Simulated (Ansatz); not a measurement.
A series of calculations on Au

### Vibrations

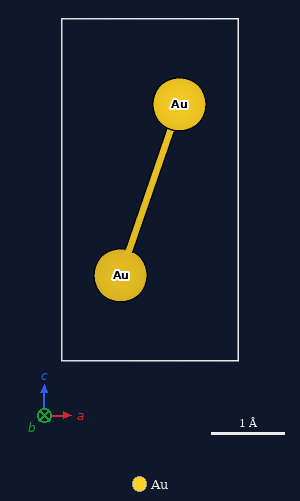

Normal modes of a crystal of Au at 0.98 times its rest volume, at the zone centre. The picture is a ball-and-stick view of the conventional cell, seen along the b axis. Lengths and directions refer to the drawn axes.

Computed with Ansatz, DFT LDA, scalar-relativistic, plane waves, PAW.

The input:
```yaml
crystal:
  lattice:
    - [1.4097481454, -2.4419874023, 0.0]
    - [1.4097481454, 2.4419874023, 0.0]
    - [0.0, 0.0, 4.7242342881]
  atoms:
    - { symbol: Au, position: [0.6666414369, 0.3333585631, 0.25] }
    - { symbol: Au, position: [0.3333585631, 0.6666414369, 0.75] }
basis:
  ecutwfc: 420
kpoints:
  mp_grid: { grid: [18, 18, 10] }
hamiltonian:
  xc: lda
scf:
  occupations: { method: fermi_dirac, width: 0.15 }
output:
  eigenvalues: true
phonons:
  method: dfpt
  eigenvectors: true
```

Launched with:
```bash
ansatz run input.yaml --threads 1 --pin off --max-ram 3072MiB --backend cpu --events-out ev --progress --plain --runs-dir out
```

The frequencies depend somewhat on the k-mesh and the smearing.

Which optical modes does it have, at what frequencies, and is it stable there?

Answer. The calculation's cell holds 2 atoms, so there are 3 optical modes, in 2 levels. The optical modes span E₂g + B₁g. No level is unstable.

```tsv
level	symmetry	frequency (cm⁻¹)	activity
1	E₂g	43	Raman-active
2	B₁g	162	silent
```

The displacement patterns (one member of each degenerate set):

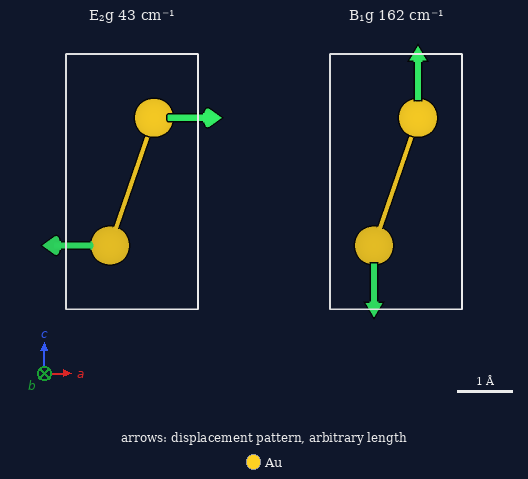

### One mode

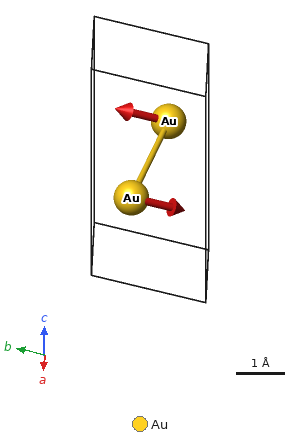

One vibrational mode of a crystal of Au at the zone centre. The red arrows are the displacements of the atoms (eigenvector over the root of the mass), of arbitrary overall length and sign. The picture is a ball-and-stick view of the conventional cell, seen from a free direction. Lengths and directions refer to the drawn axes.

The calculation used DFT LDA, scalar-relativistic, plane waves, PAW in Ansatz 0.2.0. Set-up: plane-wave cutoff 420 eV; k-point mesh 18 × 18 × 10; occupations fermi dirac; smearing width 0.15 eV; no spin polarisation.

The frequencies depend somewhat on the k-mesh and the smearing.

Question: Give the symmetry, activity and frequency of this mode.

Answer: This is the E₂g mode (doubly degenerate; one member of the set is drawn) at 4.9 meV, the lowest optical level, Raman-active by symmetry. All motion is along b; atoms of one kind move against one another, with no net shift of their sublattice.

### Softest mode

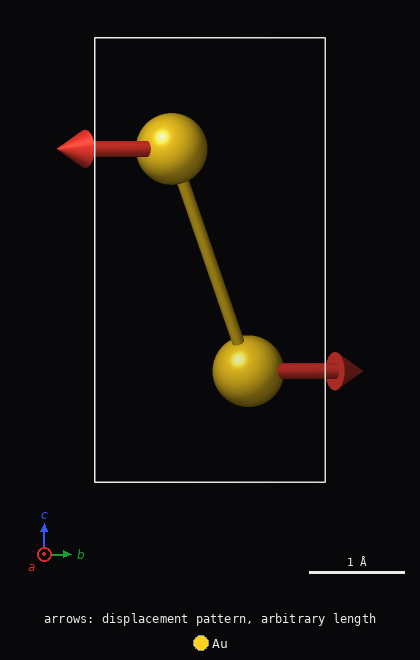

The lowest optical mode of a crystal of Au relaxed at 10 GPa, space group P6₃/mmc (No. 194), at the zone centre. The red arrows are the displacements of the atoms (eigenvector over the root of the mass), of arbitrary overall length and sign. The picture is a ball-and-stick view of the conventional cell, seen along the a axis. Lengths and directions refer to the drawn axes.

These are results of DFT LDA, scalar-relativistic, plane waves, PAW in Ansatz, not measurements.

Input
```yaml
crystal:
  lattice:
    - [1.3986073045, -2.4224589112, 0.0]
    - [1.3986073045, 2.4224589112, 0.0]
    - [0.0, 0.0, 4.678714695]
  atoms:
    - { symbol: Au, position: [0.6666666667, 0.3333333333, 0.25] }
    - { symbol: Au, position: [0.3333333333, 0.6666666667, 0.75] }
basis:
  ecutwfc: 420
kpoints:
  mp_grid: { grid: [18, 18, 10] }
hamiltonian:
  xc: lda
scf:
  occupations: { method: fermi_dirac, width: 0.15 }
output:
  eigenvalues: true
phonons:
  method: dfpt
  eigenvectors: true
```

Command:
```bash
ansatz run input.yaml --threads 1 --pin off --max-ram 3072MiB --backend cpu --events-out ev --progress --plain --runs-dir out
```

The frequencies depend somewhat on the k-mesh and the smearing.

### Is this crystal at a minimum with respect to the drawn distortion?

Yes: this softest mode has a real frequency, and so have all others here. That speaks for this wave vector alone: the rest of the zone wasn't checked in this run. This is the E₂g mode (doubly degenerate; one member of the set is drawn) at 48 cm⁻¹, the lowest optical level, Raman-active by symmetry. All motion is along b; atoms of one kind move against one another, with no net shift of their sublattice.

### Softest mode

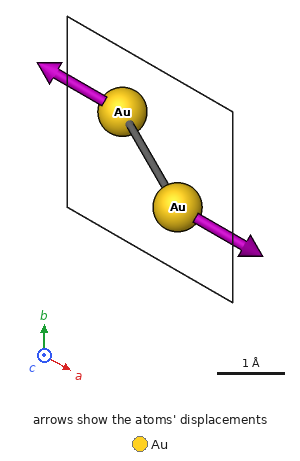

The lowest optical mode of a crystal of Au at 1.02 times its rest volume, space group P6₃/mmc (No. 194), at the zone centre. The purple arrows are the displacements of the atoms (eigenvector over the root of the mass), of arbitrary overall length and sign. A ball-and-stick model of the conventional cell, seen along the c axis. Lengths and directions refer to the drawn axes.

Method: DFT LDA, scalar-relativistic, plane waves, PAW (Ansatz 0.2.0). Settings: plane-wave cutoff 420 eV; k-point mesh 18 × 18 × 10; occupations fermi dirac; smearing width 0.15 eV; no spin polarisation.

The frequencies depend somewhat on the k-mesh and the smearing.

Q: Is the structure stable against all modes at this point?

A: Yes: this softest mode has a real frequency, and so have all others here. That speaks for this wave vector alone: the rest of the zone wasn't checked in this run. This is the E₂g mode (doubly degenerate; one member of the set is drawn) at 36 cm⁻¹, the lowest optical level, Raman-active by symmetry. All motion is along a; atoms of one kind move against one another, with no net shift of their sublattice.
